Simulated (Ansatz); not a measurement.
The calculation's input:

```
crystal:
  lattice:
    - [5.6037747095, 0.0, 0.0]
    - [-2.8018873548, 4.8530112555, 0.0]
    - [0.0, 0.0, 2.8612195463]
  atoms:
    - { symbol: Se, position: [0.5, 0.0, 0.5] }
    - { symbol: Se, position: [0.0, 0.5, 0.5] }
    - { symbol: Se, position: [0.5, 0.5, 0.5] }
basis:
  ecutwfc: 420
kpoints:
  mp_grid: { grid: [12, 12, 16] }
hamiltonian:
  xc: pbe
scf:
  occupations: { method: gaussian, width: 0.1 }
output:
  forces: true
  stress: true
  eigenvalues: true
  write_density: true
  write_potential: true
  elf: true
  volumetric_format: npy
relax:
  adjacent_minimum: "off"
  f_tol: 0.01
  max_steps: 80
  cell: { stress_tol: 0.05 }
```

Command:

```sh
ansatz run input.yaml --threads 1 --pin off --max-ram 2560MiB --backend cpu --events-out ev --progress --plain --runs-dir out
```

Below, planes, directions and counts refer to the conventional cell (a = 5.63 Å, b = 5.63 Å, c = 2.82 Å, α = 90.00°, β = 90.00°, γ = 120.00°).

The fields are those of the run's last geometry, not of the input's.

Space group P6/mmm; a structure generated by program, which may or may not match a known phase.

Theory: Ansatz 0.2.0, DFT PBE, scalar-relativistic, plane waves, PAW.

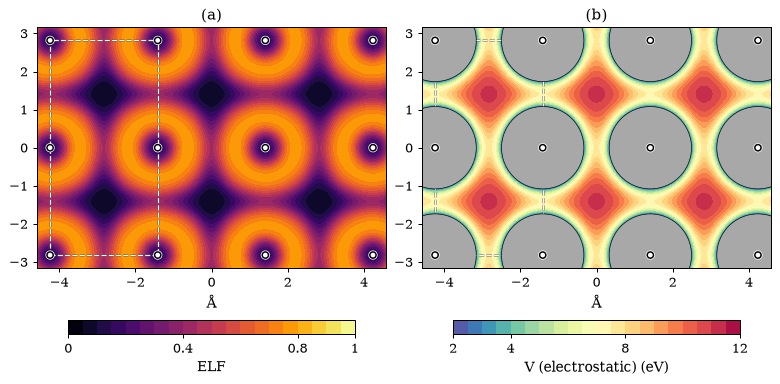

Se. (a) ELF; (b) electrostatic potential energy of an electron on the (11̄0) plane of the conventional cell. Circles mark the nuclei in the plane (Se). Grey discs cover the atomic cores in the potential map.

In a PAW calculation such maps are meaningful between the atoms, not at the nuclei.

What do the fields say about this system?

The plane passes through Se nuclei.
Se–Se (2.82 Å): the ELF is about 0.40 at the midpoint.
Outside the cores the potential energy rises away from the atoms and is highest about 2.0 Å from the nearest atoms; its zero is arbitrary.

Does the calculation give a band gap?

It is gapless in this calculation (a metal or semimetal).
